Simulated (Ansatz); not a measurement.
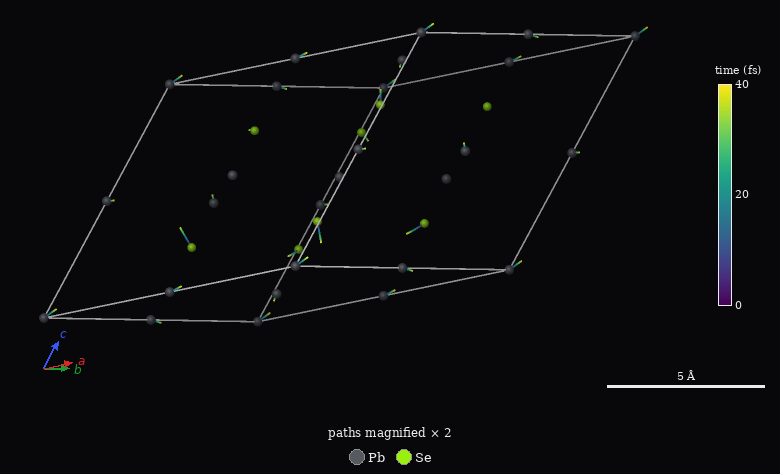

A Born-Oppenheimer molecular dynamics run of a 16-atom cell of PbSe (built on the rocksalt type), 40 fs long. Lines trace each atom's path, coloured by time; spheres stand at the starting positions. The excursions are magnified 2 times. Seen from a free direction in the reduced simulation cell.

Level of theory: DFT, PBEsol, plane waves, PAW in Ansatz 0.2.0. Set-up: plane-wave cutoff 420 eV; k-point mesh 2 × 2 × 2; Fermi-Dirac smearing 0.19 eV; Nosé-Hoover thermostat (NVT); set temperature 2200 K; time step 2 fs.

How do the atoms move?

Root-mean-square distances from the starting positions over the second half, with the common drift of all atoms taken out: Se 0.26 Å, Pb 0.13 Å. The run lasts only 40 fs, too short to tell vibration from diffusion. Over the second half the temperature averages 1699 K (spread ±192 K). The potential energy is still drifting at the end, so the run hasn't reached equilibrium. The potential energy in the second half lies on average 61.7 meV per atom above the first frame.
